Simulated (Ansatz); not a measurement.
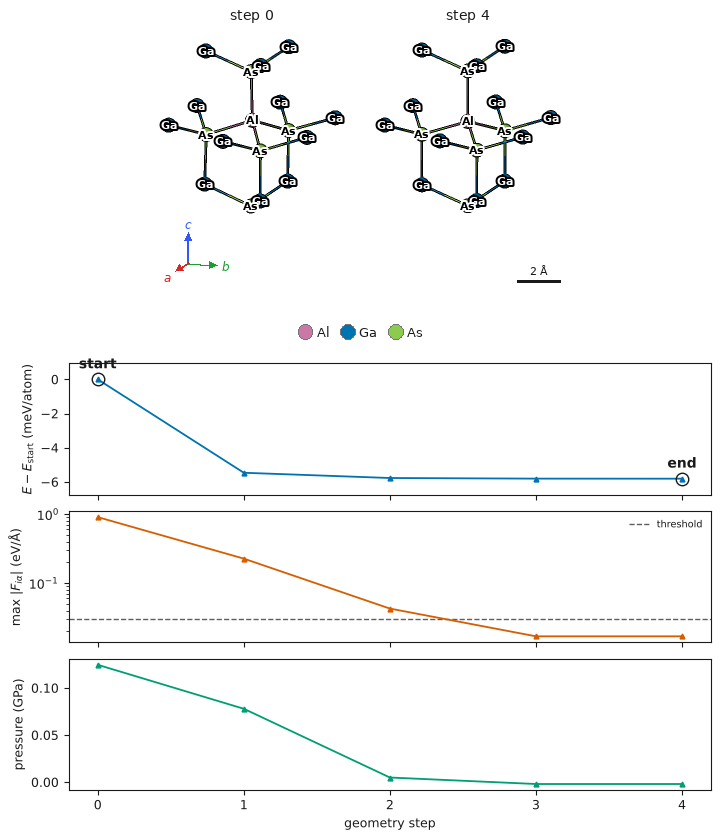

First and last geometry of a relaxation of solid Al12Ga36As48 (a generated structure, set up in P1), with the history of the run. Style: ball-and-stick. Shown: the atoms within 4.2 Å of the atom that moves most (axes of the cell of the calculation), slightly off an axis.

These are results of Ansatz 0.2.0, DFT, PBEsol, PAW, plane waves, not measurements. Set-up: plane-wave cutoff 420 eV; k-point mesh 1 × 1 × 1; mesh shifted by (0.25, 0.25, 0.25); no spin polarisation; cell relaxed at fixed alpha, beta, gamma; force threshold 0.03 eV/Å; at most 80 steps.

Read the history and describe the run.

Answer. It converged. After 4 geometry steps the energy has fallen by 5.8 meV per atom. Largest force component: 0.91 eV/Å at the start, 0.017 eV/Å at the end. The pressure goes from 0.12 to 0.00 GPa. The atom that moves furthest relative to the cell is an Al atom (0.070 Å along [1 −1 −2]). Largest moves by element: Al 0.070 Å, As 0.064 Å, Ga 0.062 Å. The volume changes by +0.1 %, with a 11.978 → 11.958 Å (−0.2 %), b 13.831 → 13.843 Å (+0.1 %), c 13.145 → 13.164 Å (+0.1 %). Some distances before and after: Al–As 2.384 → 2.465 Å, As–Ga 2.498 → 2.448 Å, As–Ga 2.403 → 2.450 Å, As–Ga 2.423 → 2.460 Å. Among the angles between lasting bonds that change: As–Al–As 106.3° → 109.3°, Al–As–Ga 112.9° → 109.8°, As–Al–As 112.2° → 109.8°. The space group stays P1 (No. 1). Cost: 16 s on 1 × NVIDIA GB300 Max-Q with 8 threads of Arm Neoverse-V2, peak memory 2.7 GiB.

| step | E − E(0), meV/atom | largest force component, eV/Å | pressure, GPa |
| --- | --- | --- | --- |
| 0 | 0.00 | 0.9066 | 0.12 |
| 1 | -5.46 | 0.2265 | 0.08 |
| 2 | -5.77 | 0.0427 | 0.00 |
| 3 | -5.81 | 0.0169 | 0.00 |
| 4 | -5.81 | 0.0169 | 0.00 |
